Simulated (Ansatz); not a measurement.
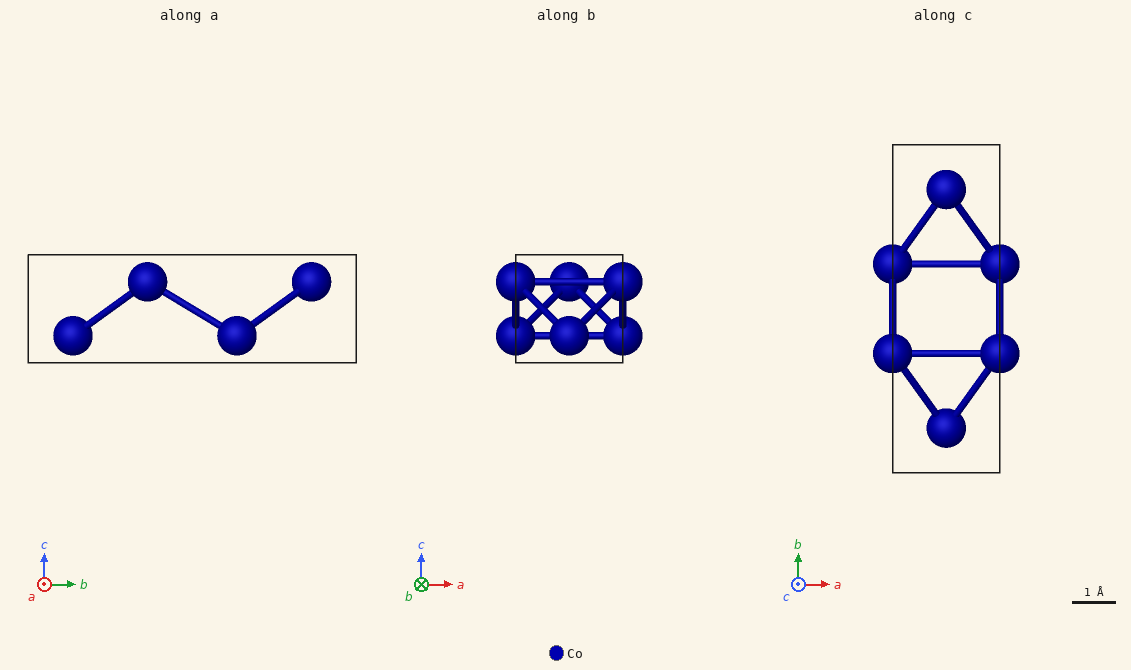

The crystal in a ball-and-stick representation, seen along the a axis, along the b axis and along the c axis. Atoms at the boundary of the conventional unit cell (the box) are drawn once for each face, edge or corner they touch.

Lattice parameters: a = 2.526 Å, b = 7.731 Å, c = 2.542 Å, α = 90.00°, β = 90.00°, γ = 90.00°.

Write down what is shown as a table of Wyckoff sites, with free fractional coordinates to two decimals.

Answer. Space group Cmcm (No. 63).
```tsv
atom	site	x	y	z
Co	4c	0.50	0.86	0.75
```

The model was built from a structure type filled with this element by a generator (whether the element takes this form wasn't checked). Earlier steps of the study may have refined or changed the cell and positions. A calculation with Ansatz used it as input.

At this level of theory the cell isn't at rest (stretched, at -19 GPa), so its distances can differ from those at equilibrium, the more so the softer the solid.
